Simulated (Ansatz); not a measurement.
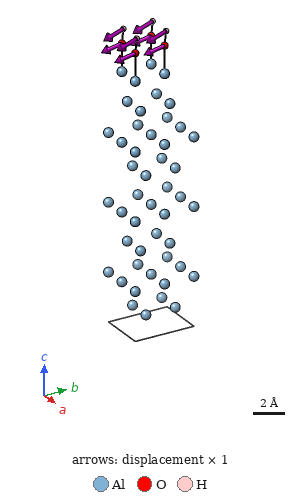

A constrained relaxation of a slab of composition Al8HO (cut from the P6_3/mmc phase). The starting structure is drawn; purple arrows show the displacements, at their true length.

The picture is a ball-and-stick view of the 2 × 2 repeat of the cell, outlined in the plane, without the vacuum, seen slightly off an axis.

Case: OH put at a top Al site. The slab is the (0 0 1) face of Al with OH on it. 4 atoms are held fixed.

The calculation used Ansatz, DFT PBEsol, scalar-relativistic, plane waves, PAW. Set-up: plane-wave cutoff 420 eV; k-point mesh 12 × 12 × 1; occupations gaussian; smearing width 0.1 eV; no spin polarisation; dipole correction; atoms relaxed in a fixed cell; force threshold 0.03 eV/Å; at most 70 steps.

Q: What happened in the run?

A: The energy falls by 1.223 eV per cell of the calculation in 19 accepted moves (21 points after the start). The largest force component goes from 3.1 to 0.017 eV/Å. The line search rejected the trial step at point 20 of the run. 1 step only repeated the SCF at the same geometry. The atom that moves furthest is the H atom (1.77 Å at 56° to the normal (−c side)). By element the largest moves are H 1.77 Å, O 1.58 Å, Al 0.21 Å. The cell doesn't change. Among the contacts that change: Al–O 3.403 → 1.978 Å, Al–O 1.880 → 1.974 Å, H–O 0.967 → 0.983 Å. New bonds form, among them: Al–O (3.40 → 1.98 Å). Bond angles that change, for instance: Al–O–H 155.6° → 115.6°. The run took 12 min on 2 threads of Intel(R) Xeon(R) Processor @ 2.70GHz, on a shared host, peak memory 0.78 GiB.

Limits of the set-up: the cell has an odd number of electrons but was run without spin polarisation; the periodic images lie only 2.8 Å apart, so the values are limited by the cell's size.
